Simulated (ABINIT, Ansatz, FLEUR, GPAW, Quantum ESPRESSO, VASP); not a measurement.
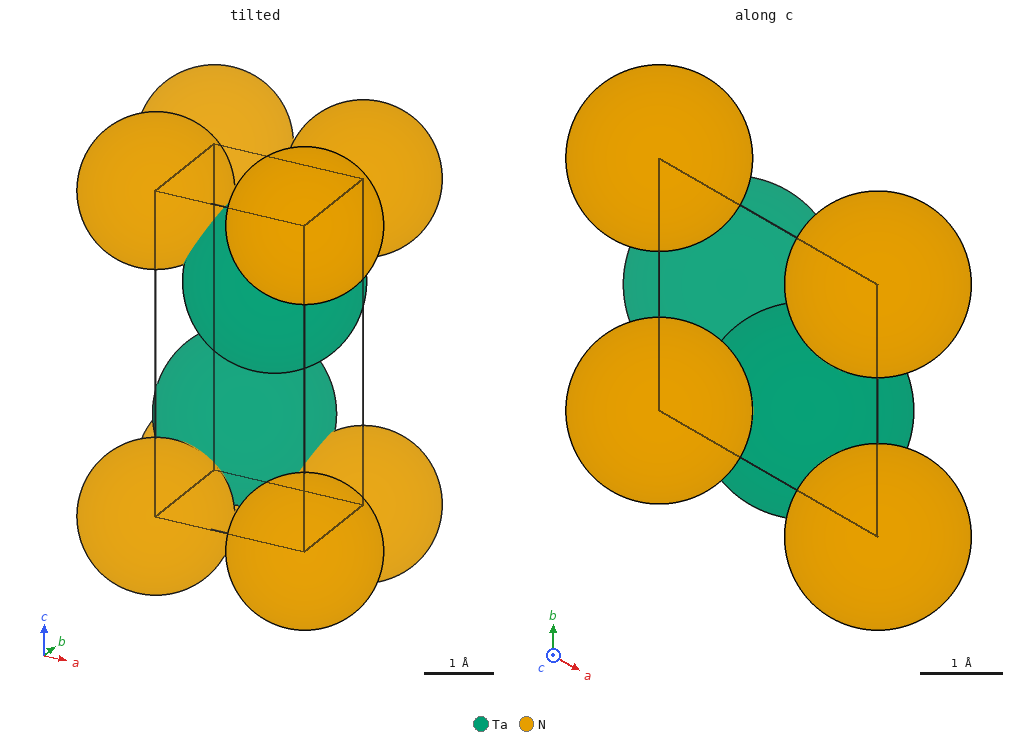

Ta₂N, space group P-3m1 (No. 164), a = 3.113 Å, b = 3.113 Å, c = 4.870 Å, α = 90.00°, β = 90.00°, γ = 120.00° (13.62 Å³/atom). View slightly off an axis and along the c axis, drawn as a space-filling model. Atoms at the boundary of the conventional unit cell (the box) are drawn once for each face, edge or corner they touch. The cell is a structure listed in the Materials Project. It needn't be the stable form of this composition.

The cell was scaled uniformly, at fixed shape and fractional positions, in six programs or potential sets. Alike in all runs: functional PBE; k mesh 10 × 10 × 6 on the run's cell of 3 atoms; occupations fermi-dirac, width 0.05 eV; no spin polarisation; no spin-orbit coupling.

Energies from Quantum ESPRESSO (SSSP 1.3 efficiency):

```tsv
volume (Å³/atom)	E − E(lowest point) (meV/atom)
12.805	40.20
13.077	15.54
13.350	2.54
13.622	0.00
13.895	6.87
14.167	22.18
14.439	45.08
```

> What equilibrium volume and bulk modulus do these points give?

V0 = 13.56 Å³/atom, B0 = 282 GPa and B0′ = 4.3. V0 lies 0.5 % below the volume of the cell as given.

The same fit in all programs:

| program | V0 (Å³/atom) | B0 (GPa) | B0′ |
| --- | --- | --- | --- |
| Quantum ESPRESSO (SSSP 1.3 efficiency) | 13.56 | 282 | 4.3 |
| FLEUR (all-electron) | 13.57 | 279 | 4.3 |
| ABINIT (JTH PAW PBE v2.0) | 13.56 | 282 | 4.3 |
| GPAW (PAW data 1.2.1) | ? | ? | ? |
| VASP (PBE potentials, release 64 Ta_pv, N) | 13.59 | 282 | 4.4 |
| Ansatz LAPW (all-electron) | 13.56 | 279 | 4.3 |

> Estimate the row of GPAW (PAW data 1.2.1).

V0 = 13.59 Å³/atom, B0 = 282 GPa and B0′ = 4.4. The other rows span 13.56 to 13.59 Å³/atom and 279 to 282 GPa.

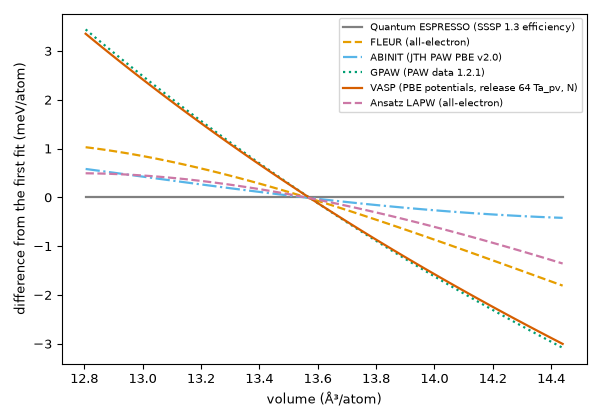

Each fitted curve, counted from its own minimum, less that of Quantum ESPRESSO (SSSP 1.3 efficiency). With one functional throughout, the spread comes from potentials, basis sets and numerical settings; B0′ is uncertain by a few tenths over so narrow a range.

Caveat: the cell was scaled at fixed shape and fractional positions, which overstates the stiffness of a crystal with free parameters, most of all of layers and chains; spin-orbit coupling is left out, which matters for Ta, if less for volumes and forces than for levels.
